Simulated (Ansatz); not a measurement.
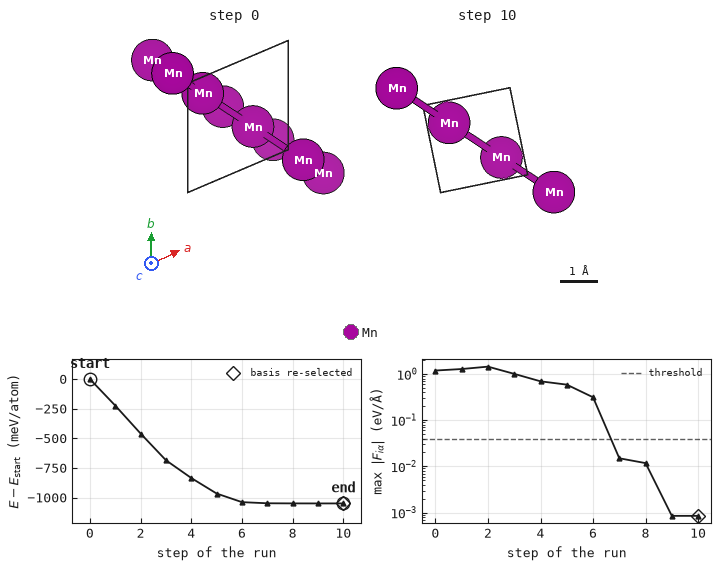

First and last geometry of a relaxation of a crystal of Mn (built on the iodine_64 type) (coarse preliminary run), with the history of the run. The picture is a ball-and-stick view of the cell of the calculation, seen along the c axis.

Case: iodine type (Cmce, No. 64).

Computed with DFT PBEsol, scalar-relativistic, plane waves, PAW in Ansatz 0.2.0.

Input
```yaml
crystal:
  lattice:
    - [2.484417209, -1.6420097198, 0.0]
    - [2.484417209, 1.6420097198, 0.0]
    - [0.0, 0.0, 6.6981668654]
  atoms:
    - { symbol: Mn, position: [0.85, 0.15, 0.117], spin: 1.09 }
    - { symbol: Mn, position: [0.65, 0.35, 0.617], spin: 1.09 }
    - { symbol: Mn, position: [0.15, 0.85, 0.883], spin: 1.09 }
    - { symbol: Mn, position: [0.35, 0.65, 0.383], spin: 1.09 }
basis:
  ecutwfc: 420
kpoints:
  mp_grid: { grid: [6, 6, 4] }
hamiltonian:
  xc: pbesol
scf:
  occupations: { method: gaussian, width: 0.1 }
  lower_state_search: "off"
output:
  forces: true
  stress: true
  eigenvalues: true
  populations: true
magnetization:
  spin_polarized: true
relax:
  adjacent_minimum: "off"
  f_tol: 0.04
  max_steps: 70
  cell: { stress_tol: 0.4 }
```

What do the curves and the structures tell?

It converged. The largest moves relative to the cell, 0.35 Å, are those of Mn1, Mn2, Mn3 and Mn4. Mn4 goes roughly along [−1 1 0]. Cell: a = b 2.978 → 2.422 Å (−18.7 %), c 6.698 → 7.051 Å (+5.3 %), γ 66.9° → 90.0°. Volume −24.3 %. Some distances before and after: Mn1–Mn3 1.851 → 2.457 Å, Mn1–Mn4 3.057 → 2.458 Å, Mn1–Mn1 2.978 → 2.422 Å, Mn1–Mn3 (another image) 3.010 → 2.458 Å. New bonds form: Mn1–Mn3 (3.01 → 2.46 Å), Mn1–Mn4 (3.06 → 2.46 Å), Mn2–Mn3 (3.06 → 2.46 Å), Mn2–Mn4 (3.01 → 2.46 Å). Bond angles that change, for instance: Mn3–Mn1–Mn4 105.2° → 91.7°, Mn3–Mn1–Mn4 169.5° → 180.0°, Mn4–Mn1–Mn4 85.3° → 88.3°. The space group (tolerance 0.01 Å) goes from Cmce (No. 64) to I4/mmm (No. 139). The energy falls by 1049 meV per atom in 9 accepted moves (10 points after the start). Largest force component: 1.2 eV/Å at the start, 0.00085 eV/Å at the end. The pressure goes from −16.64 to 0.09 GPa. The SCF was repeated once at an unchanged geometry on a basis and grid sized afresh for the cell, which shifted the energy by 0.1 meV per atom at most. The program noted that the starting moments weren't kept. The run may lie on a higher electronic state than the lowest, so the end point isn't shown to be the ground-state structure.
